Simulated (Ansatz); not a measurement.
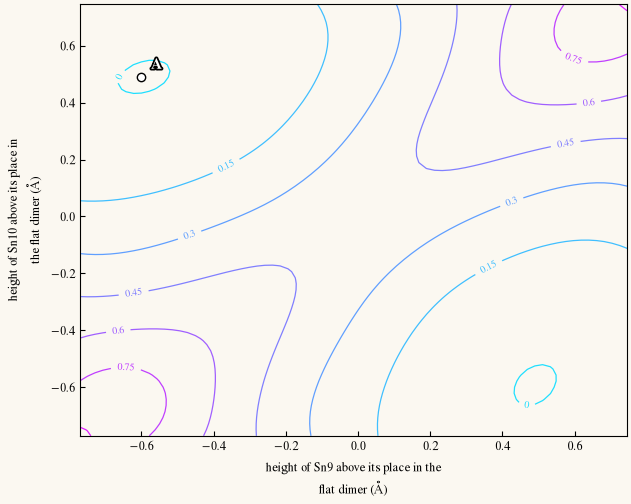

A Sn(100) slab cut from the Fd-3m phase, its lower face capped with 4 H atoms (14 atoms in the cell). 
- Two atoms of the surface dimers are held at set heights.
- Coordinates scanned: (1) height of Sn9 above its place in the flat dimer; (2) height of Sn10 above its place in the flat dimer.
- Relaxed at each point: all atoms of the upper layers, but for the two heights.
- The grid has 7 × 7 points; 28 points were computed and 21 follow by symmetry.
- Points are written as (first, second).
- Energies: eV, counted from the lowest grid point.
- These are results of Ansatz, DFT PBEsol, scalar-relativistic, plane waves, PAW, not measurements. Settings: cutoff 420 eV, k-mesh 3×6×1, gaussian smearing 0.05 eV, no spin polarisation.

Drawn: contour lines labelled in eV, the point A. Between grid points the surface is interpolated.

Find the lowest pass out of the well at A.

The easiest path leads from the well at about (−0.60 Å, 0.49 Å) to a well of about the same depth at about (0.49 Å, −0.60 Å). Its highest point lies about 0.42 eV above the bottom of the first well on the interpolated surface, at (0.000 Å, 0.000 Å). This is the barrier on the constrained surface; relaxing the other coordinates would change it.

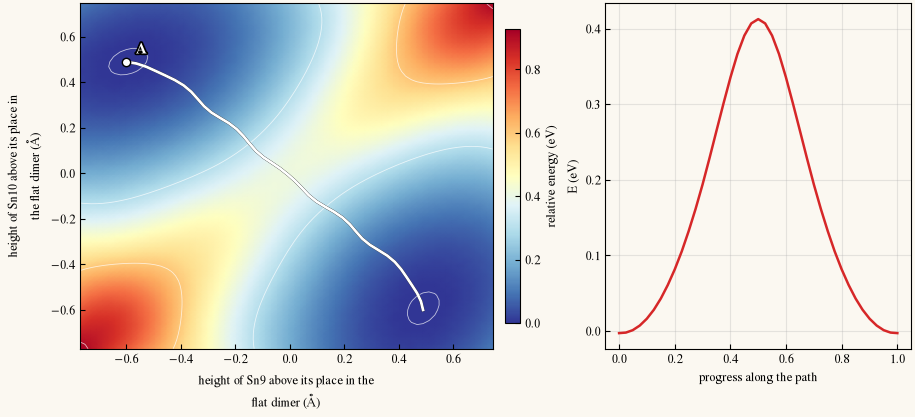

The picture shows a smooth colour map with a few white contour lines, a line along the lowest path, the energy along the path at the right. Between grid points the surface is interpolated.
